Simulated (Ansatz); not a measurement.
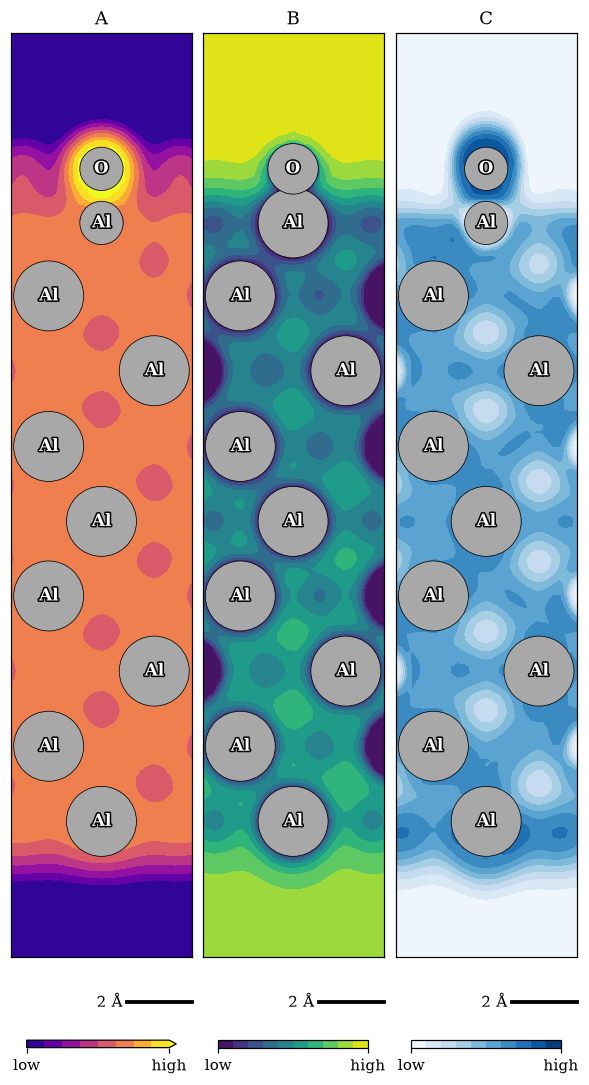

Al₉O (slab): 3 fields on the (110) plane of the calculation cell, a cut from vacuum to vacuum, with unlabelled colour scales. Grey discs cover the atomic cores.

Computed without spin polarisation.

Computed with DFT PBEsol, scalar-relativistic, plane waves, PAW (Ansatz 0.2.0).

Match the panels to the quantities (electron localisation function, electrostatic potential energy of an electron and valence pseudo-density).

Panel A: valence pseudo-density. Panel B: electrostatic potential energy of an electron (low next to the atoms, rising into the space between them). Panel C: electron localisation function.
